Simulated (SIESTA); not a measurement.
## A series of single points on Sn

System: Sn (I4₁/amd, 2 atoms in the cell).
Method: Kohn-Sham DFT of a periodic cell, PBEsol, PseudoDojo 0.4 standard, converted to PSML, no spin polarisation (SIESTA 5.4.2).

The 7 runs differ only in the geometry, by an even scaling of the cell at fixed fractional positions. The structure derives from a Materials Project entry.

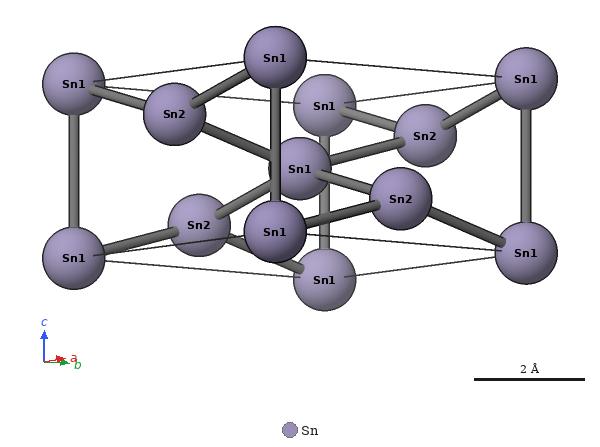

Figure 1. The structure of run 4 (ball-and-stick view of the cell 2 times as large as that of the calculation, set on its symmetry axes, seen at an oblique angle; atoms are numbered from 1 in the order of the input). An atom can appear more than once, as a periodic image.

### Input of run 4
```
SystemName                      Sn
SystemLabel                     Sn
NumberOfSpecies                 1
NumberOfAtoms                   2
%block ChemicalSpeciesLabel
  1  50 Sn
%endblock ChemicalSpeciesLabel

LatticeConstant                 1.0 Ang
%block LatticeVectors
    -2.9401404553     2.9401404553     1.5993019889
     2.9401404553    -2.9401404553     1.5993019889
     2.9401404553     2.9401404553    -1.5993019889
%endblock LatticeVectors
AtomicCoordinatesFormat         Fractional
%block AtomicCoordinatesAndAtomicSpecies
     0.0000000000     0.0000000000     0.0000000000  1  Sn
     0.7500000000     0.2500000000     0.5000000000  1  Sn
%endblock AtomicCoordinatesAndAtomicSpecies

%block kgrid.MonkhorstPack
    9   0   0  0.0
    0   9   0  0.0
    0   0   9  0.0
%endblock kgrid.MonkhorstPack
XC.Functional                   GGA
XC.Authors                      PBEsol
PAO.BasisSize                   DZP
PAO.EnergyShift                 0.003 Ry
Mesh.Cutoff                     500 Ry
OccupationFunction              FD
ElectronicTemperature           0.05 eV
MaxSCFIterations                120
SCF.MustConverge                false
SCF.Mixer.Method                Pulay
SCF.Mixer.Weight                0.25
SCF.Mixer.History               8
SCF.DM.Tolerance                5.0e-05
SCF.H.Tolerance                 1.0e-03 eV
WriteForces                     true
Charge.Mulliken                 end
Charge.Hirshfeld                end
Charge.Voronoi                  end
SaveRho                         true
SaveElectrostaticPotential      true
%block PAO.Basis
  Sn 4
  n=5 0 2
    6.406 0.000
  n=5 1 2
    8.599 0.000
  n=4 2 2
    3.767 0.000
  n=5 2 1
    8.599
%endblock PAO.Basis
```

Command:
```bash
siesta < Sn.fdf > Sn.out 2>&1
```

Run 6 has the same physical settings and fractional positions; its lattice vectors (Å) are:
```
  -2.978831    2.978831    1.620348
   2.978831   -2.978831    1.620348
   2.978831    2.978831   -1.620348
```

### Results, with one run withheld

```csv
run,volume per atom (Å³),"free energy per atom, from the lowest run given (meV)",pressure (GPa)
1,25.991,12.39,3.12
2,26.544,4.05,1.78
3,27.097,0.00,0.58
4,27.650,0.09,−0.58
5,28.203,3.78,−1.52
6,28.756,?,?
7,29.309,20.17,−3.19
```

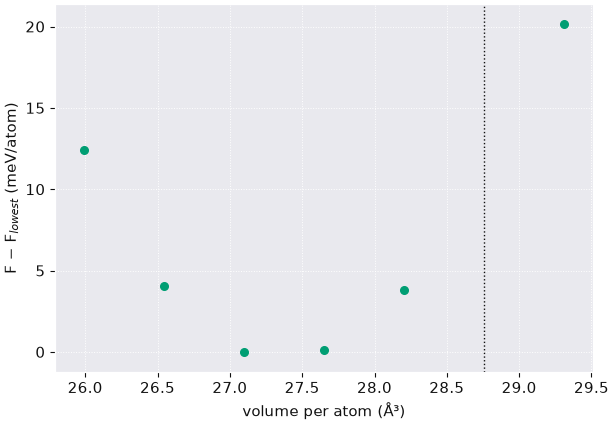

Figure 2. Free energy per atom of the runs given; the dotted line marks run 6.

What should run 6 give?

A cubic polynomial in V^(−2/3) (the Birch–Murnaghan form), fitted to the 6 runs given, misses them by at most 0.06 meV per atom. With x = V^(−2/3) − 0.10995 Å⁻², it reads F = −0.36187 − 309.45 x + 8.5684e+05 x² + 2.766e+06 x³ (meV per atom). At run 6 it gives 10.54 meV per atom, and the run itself gives 10.52. The slope of the fit gives a pressure −dF/dV of −2.40 GPa there, and the run prints −2.38 GPa. The fit has its minimum at 27.361 Å³ per atom, where V d²F/dV² gives 54.2 GPa. Cell shape and fractional positions are held, so this is the stiffness under even scaling; the relaxed bulk modulus wasn't computed.

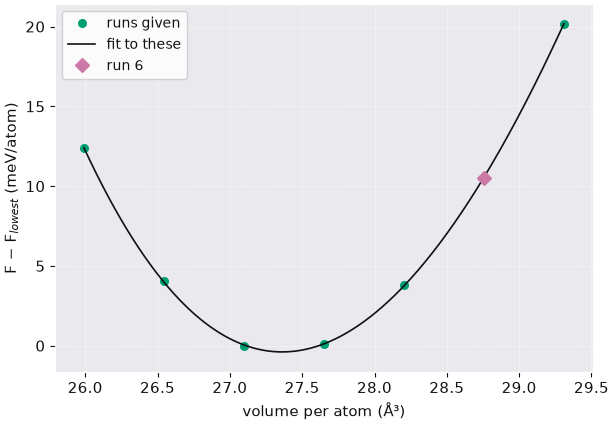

Figure 3. The fit and the withheld run.

### Some lines of the output (run 6)
```
[...]
outcell: Cell volume (Ang**3)        :     57.5122
stepf: Fermi-Dirac step function
siesta: Etot    =     -4278.569374
siesta: FreeEng =     -4278.577070
        iscf     Eharris(eV)        E_KS(eV)     FreeEng(eV)     dDmax    Ef(eV) dHmax(eV)
siesta: E_KS(eV) =            -4278.6643
siesta: E_KS - E_eggbox =     -4278.6643
siesta: Etot    =     -4278.664343
siesta: FreeEng =     -4278.671596
siesta:         Fermi =      -4.525823
siesta: Cell volume =         57.512198 Ang**3
    Orbital volume contribution        =           2.926294 eV
```

Notes: Points of doubt noted for this run: mulliken charges of long orbitals. With a small basis of atomic orbitals these values can differ much from converged plane-wave results.
